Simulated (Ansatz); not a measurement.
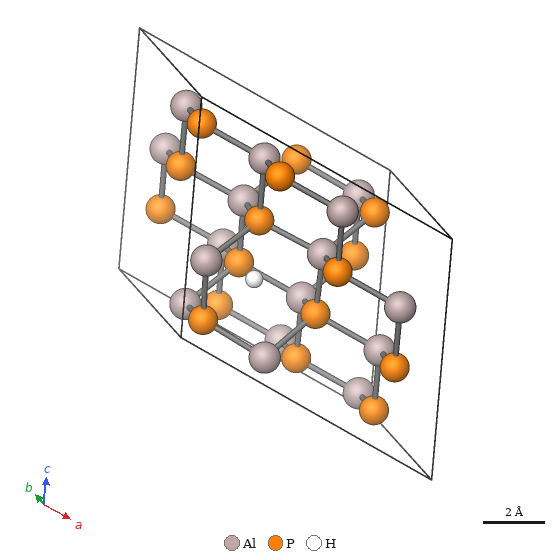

We look at a ball-and-stick model of the crystal slightly off an axis. The outline marks the supercell. The host is AlP, in a cell of 32 sites, and the cell carries a charge of +1.

> Which defect is modelled here, and what are its neighbours?

An interstitial hydrogen atom. It is bonded to no bonds drawn.

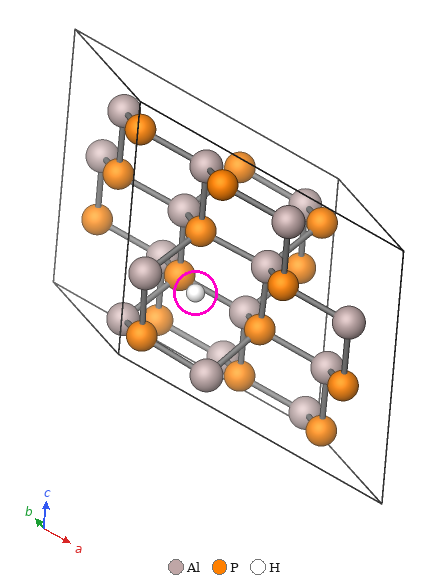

The same cell with a ring at the defect's site.

The atoms were relaxed in the host's cell with DFT PBE, scalar-relativistic, plane waves, PAW in Ansatz 0.2.0.
